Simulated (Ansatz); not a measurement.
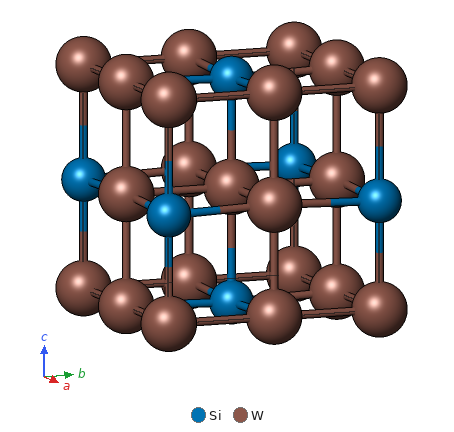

View slightly off an axis, drawn as a ball-and-stick model. The edges of the conventional unit cell are marked. Cell: a = 5.154 Å, b = 5.154 Å, c = 5.154 Å, α = 90.00°, β = 90.00°, γ = 90.00°.

In words:

- It has the composition SiW3.
- It is body-centred tetragonal, space group I4mm (No. 107).
- Cell content 2 Si, 6 W; Z = 2.
- The neighbours of Si are six W in an octahedral arrangement at about 2.5 to 2.7 Å. About every W there are four W and two Si in an octahedral arrangement (about 2.6 Å to W, 2.5 to 2.7 Å to Si).
- The bonds build a three-dimensional framework.

Provenance: a structure listed in the Materials Project. The cell was then strained or its atoms displaced on purpose. A calculation with Ansatz used it as input.

At this level of theory the cell isn't at rest (forces up to 0.7 eV/Å), so its distances can differ from those at equilibrium, the more so the softer the solid.
